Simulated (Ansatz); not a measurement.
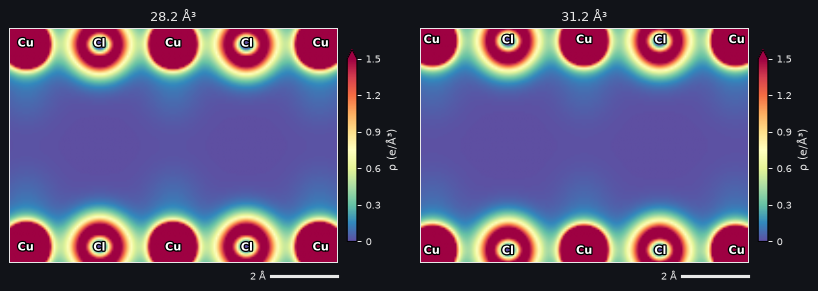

CuCl₂. The valence electron density of cells scaled evenly to different volumes (given per atom above each panel), on the (101) plane of each (indices in the axes of the cell below), at one length scale and on one colour scale.

A structure from a database of computed crystals, not necessarily the ambient phase.

These are results of Kohn-Sham DFT of a periodic cell, r2SCAN, Ansatz PAW (Ansatz), not measurements.

In a PAW calculation such maps are meaningful between the atoms, not at the nuclei.

The largest cell:

```xyz
3
Lattice="4.6093 0.0000 0.0000 0.0000 4.6093 0.0000 0.0000 0.0000 4.4024" Properties=species:S:1:pos:R:3 pbc="T T T"
Cu    0.0000    0.0000    0.0000
Cl    0.0000    2.3047    0.0000
Cl    2.3047    0.0000    0.0000
```

| volume (Å³/atom) | Cu–Cl contact in the plane (Å) | ρ at its midpoint (e/Å³) | pressure (GPa) | 
| --- | --- | --- | --- |
| 28.24 | 2.230 | 0.552 | 0.8 | 
| 29.41 | 2.260 | ? | ? | 
| 31.18 | 2.305 | 0.464 | −2.5 | 

**What values belong in the row with question marks?**

Over the known rows ln ρ falls by 2.32 per Å of Cu–Cl distance (the line through the two), which gives 0.515 e/Å³ at 2.260 Å; the calculation gives 0.519 e/Å³. For the pressure, a straight line in volume between the neighbouring rows gives −0.5 GPa; the calculation gives −0.8.
